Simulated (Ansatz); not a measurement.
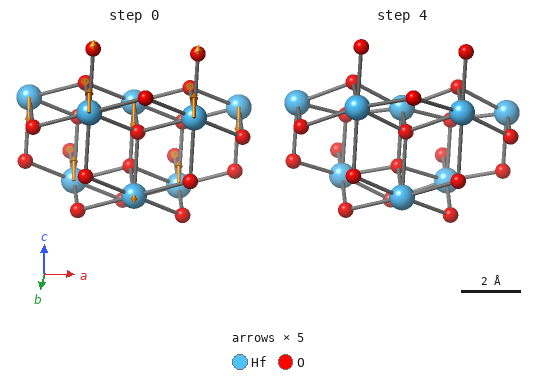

The structure of a slab of composition HfO₂ (cut from the Fm-3m phase) before (left) and after (right) a constrained relaxation, at one scale. The orange arrows give the displacements, magnified 5 times.

The picture is a ball-and-stick view of the atoms within 5.0 Å of the atom that moves most (axes of the 1 × 2 repeat of the cell, outlined in the plane, without the vacuum (origin shifted)), seen from a free direction.

Case: clean slab, lower half held. The slab is the (1 1 0) face of HfO2. 12 atoms are held fixed.

Method: DFT PBE+D3(BJ), scalar-relativistic, plane waves, PAW in Ansatz 0.2.0. Set-up: plane-wave cutoff 420 eV; k-point mesh 4 × 5 × 1; occupations gaussian; smearing width 0.05 eV; no spin polarisation; dipole correction; atoms relaxed in a fixed cell; force threshold 0.03 eV/Å; at most 70 steps.

Describe what moved and what it gained.

Answer. Over 4 geometry steps the energy falls by 1.467 eV per cell of the calculation. The largest force component goes from 4.2 to 0.0087 eV/Å. The largest moves, 0.21 Å, are those of Hf atoms. By element the largest moves are Hf 0.21 Å, O 0.07 Å. The cell stays as it was. Near-neighbour distances that change, for instance: Hf–Hf 3.587 → 3.402 Å, Hf–O 2.197 → 2.027 Å, Hf–Hf 3.587 → 3.430 Å, Hf–O 2.197 → 2.349 Å. Among the angles between lasting bonds that change: O–Hf–O 180.0° → 166.2°, O–Hf–O 70.5° → 78.2°, O–Hf–O 109.5° → 116.5°. Cost: 8.4 min on 4 threads of Arm Neoverse V1, on a shared host, peak memory 4.1 GiB.
